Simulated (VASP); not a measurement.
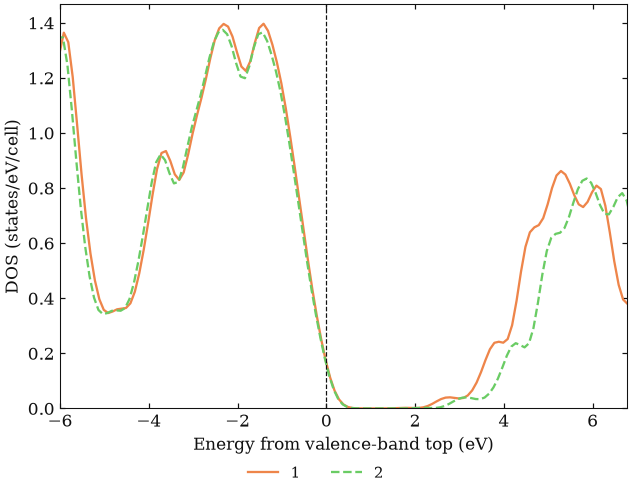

Total densities of states of zincblende GaN, space group F-43m, 2 atoms in the primitive cell (cubic a = 4.495 Å), by two methods on the same cell. The DOS curves are built from the levels of the k mesh with Gaussians 0.55 eV wide, which also blur the band edges; ripples of that width can come from the mesh. Each is counted from its own valence-band top.

Q: Which curve is which? The methods: r2SCAN, PBE.

A: 1 is PBE; 2 is r2SCAN. PBE gives a gap of 1.78 eV and r2SCAN gives a gap of 2.17 eV.

Settings. PBE: VASP PAW PBE potentials, release 64 (Ga_d, N), no spin polarisation, no spin-orbit coupling, 10×10×10 k mesh, 520 eV cutoff, Gaussian smearing of 0.03 eV (VASP 6.6.1). r2SCAN: VASP PAW PBE potentials, release 64 (Ga_d, N), no spin polarisation, no spin-orbit coupling, 10×10×10 k mesh, 520 eV cutoff, Gaussian smearing of 0.03 eV (VASP).

Gaps are the smallest over all k points computed. The cell is at 7 GPa in PBE and 1 GPa in r2SCAN. LDA, GGA and most meta-GGA functionals understate gaps. The usual form of GaN is wurtzite. The cell was derived from a database entry in an earlier step, so it needn't be the measured one. r2SCAN: the PAW data sets were made with another functional.
